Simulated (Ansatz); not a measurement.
TiAl3

```
Ti Al
1.0
     3.94796    0.00000    0.00000
     0.00000    7.89592    0.00000
     0.00000    0.00000    7.89592
Ti Al
4 12
Direct
  0.00000 0.23642 0.25000
  0.00000 0.73642 0.75000
  0.00000 0.26358 0.75000
  0.00000 0.76358 0.25000
  0.50000 0.00000 0.24536
  0.50000 0.50000 0.74536
  0.50000 0.00000 0.75464
  0.50000 0.50000 0.25464
  0.50000 0.24536 0.00000
  0.50000 0.74536 0.50000
  0.50000 0.25464 0.50000
  0.50000 0.75464 0.00000
  0.00000 0.00000 0.99080
  0.00000 0.50000 0.49080
  0.00000 0.00000 0.50920
  0.00000 0.50000 0.00920
```

Space group Amm2; a structure from a database of computed crystals, not necessarily the ambient phase; not relaxed (largest force 0.6 eV/Å); computed without spin polarisation; PAW files of the earlier set (soft_1).

Computed with Ansatz 0.2.0, DFT PBEsol, scalar-relativistic, plane waves, PAW.

Question: Predict the valence pseudo-density and electron localisation function between the atoms.

Answer: Ti–Al (2.72 Å): ρ is about 0.23 e/Å³ halfway; the ELF is about 0.35 at the midpoint.

Question: Does the calculation make it a metal, or give it a gap?

Answer: It is gapless in this calculation (a metal or semimetal).

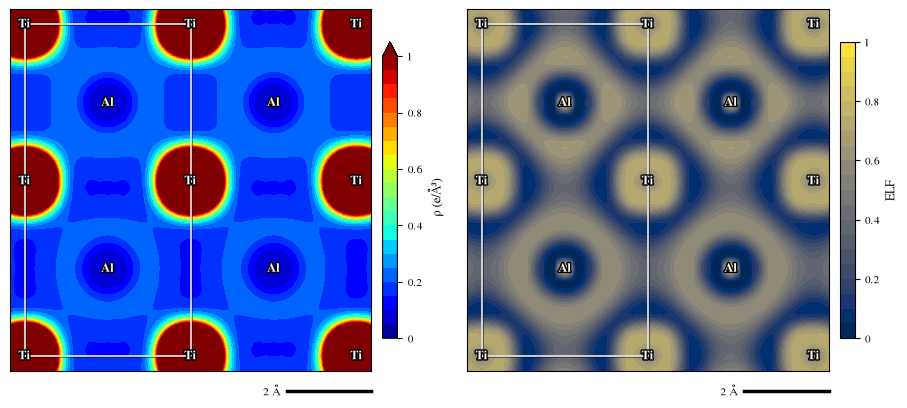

Computed valence pseudo-density and electron localisation function on the (001) plane of the conventional cell, in this order. 

In a PAW calculation such maps are meaningful between the atoms, not at the nuclei.
